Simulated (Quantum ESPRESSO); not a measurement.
The B K edge of atom 2 in BAs (F-43m), with 4 As at 2.07 Å (tetrahedral, site symmetry -43m), was computed in 2 ways: full core hole (charged cell) and no core hole. Program and functional: Quantum ESPRESSO XSpectra, PBE, Lorentzian half width 0.3 eV up to 4 eV, rising linearly to 2.5 eV at 25 eV; cells of 2 and 12 atoms (the run without a hole in the smaller).

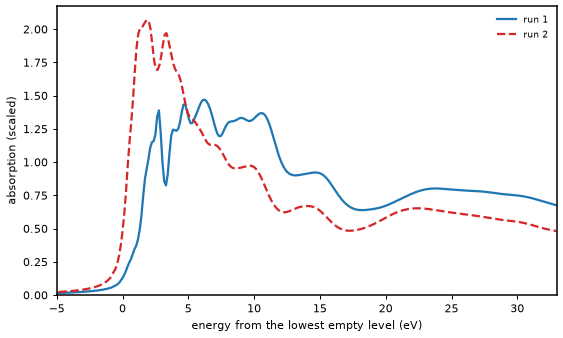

Each run is counted from its own lowest empty level or Fermi level and scaled to a mean of 1 over its first 20 eV. (XSpectra's own axis starts at xe0, in the gap; it has been shifted.)

**Question.** Which run is which?

Run 1: no core hole (area from −2 to 6 eV 6.0, main maxima 2.8 eV (1.39), 4.6 eV (1.43), 6.2 eV (1.47) and 10.5 eV (1.37)). Run 2: full core hole (charged cell) (area from −2 to 6 eV 10.0, main maxima 1.9 eV (2.07), 3.3 eV (1.97), 14.0 eV (0.67) and 22.4 eV (0.65)). With each curve scaled to its own mean, the area from −2 to 6 eV with the hole is 10.0 against 6.0, and the centre of weight from −1 to 20 eV moves by -2.0 eV: the hole pulls the absorber's empty states down.

[Hosts, paths, dates, database ids (printed as entryN), source tags and the programs' standing remarks are cut or masked in the printed files.]

[Lists of maxima count a maximum above −3 eV only where it reaches 4 % of the highest in the window and stands out from its surroundings by 2 % of it (1.5 % where it reaches 55 %); shoulders and weaker maxima are passed over, and of the rest the first, up to two pre-edge ones and the few strongest are named.]
